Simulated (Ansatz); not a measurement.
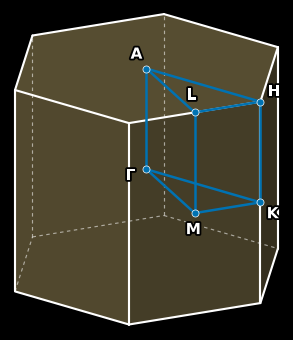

The figure shows the first Brillouin zone with its special points and a band path. Crystal: TaN, a calculation's input that goes back to an entry of the Crystallography Open Database (an earlier step may have relaxed or displaced it). The drawing is computed from the coordinates (standard cell, symmetry found to 0.002 Å).

Labels and path follow the convention of Hinuma et al. (2017), as computed by seekpath.

### Name the Bravais lattice of the crystal.

A primitive hexagonal lattice (hP; extended symbol hP2). The zone is a hexagonal prism in its combinatorial type: 8 faces (6 with 4 edges, 2 with 6 edges), 18 edges, 12 vertices.

### In which order does the conventional band path visit the special points?

Γ–M–K–Γ–A–L–H–A | L–M | H–K
